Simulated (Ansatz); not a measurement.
Consider WS2 (slab).

The calculation's input:

```
crystal:
  lattice:
    - [3.159740063, 0.0, 0.0]
    - [-1.5798700315, 2.7911434672, 0.0]
    - [0.0, 0.0, 32.2905332489]
  atoms:
    - { symbol: S, position: [0.3333333333, 0.6666666667, 0.451202317] }
    - { symbol: W, position: [0.6666666667, 0.3333333333, 0.5000058821] }
    - { symbol: S, position: [0.3333333333, 0.6666666667, 0.5488105816] }
  periodic: [true, true, false]
basis:
  ecutwfc: 420
kpoints:
  mp_grid: { grid: [12, 12, 1] }
  band_path:
    path:
      - [0, 0, 0]
      - [0.5, 0, 0]
      - [0.3333333333333, 0.3333333333333, 0]
      - [0, 0, 0]
    npoints: 8
hamiltonian:
  xc: pbe
  dispersion: d3bj
scf:
  occupations: { method: gaussian, width: 0.02 }
output:
  forces: true
  stress: true
  eigenvalues: true
  write_density: true
  write_potential: true
  elf: true
  volumetric_format: npy
relax:
  adjacent_minimum: "off"
  f_tol: 0.01
  max_steps: 40
```

Command:

```sh
ansatz run input.yaml --threads 1 --pin off --max-ram 2560MiB --backend cpu --events-out ev --progress --plain --runs-dir out
```

The fields are those of the relaxed geometry.

Changed on purpose from its base cell (strain along y +0.020, atoms relaxed).

All numbers below come from DFT PBE+D3(BJ), scalar-relativistic, plane waves, PAW in Ansatz.

What can the converged valence pseudo-density and electron localisation function tell about the bonding?

Answer. W–S (2.41 Å): ρ is about 0.63 e/Å³ halfway; the ELF peaks at about 0.85 in the valence shell of S, 0.8 Å from its nucleus, and is about 0.50 at the midpoint.

Does the calculation give a band gap?

Answer. It is gapped, with a Kohn–Sham gap of 1.8 eV on the k-point mesh, an upper bound to the gap of this method.

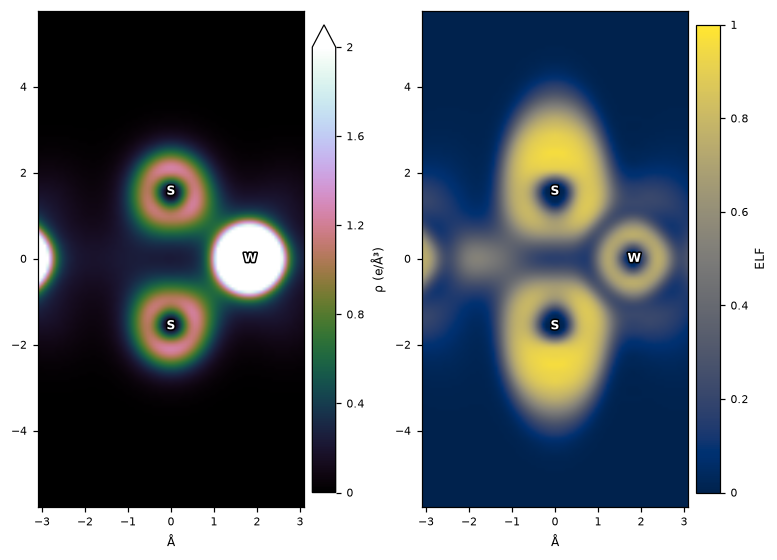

Computed valence pseudo-density and electron localisation function on the (110) plane of the calculation cell, a cut from vacuum to vacuum, in this order. 

In a PAW calculation such maps are meaningful between the atoms, not at the nuclei.
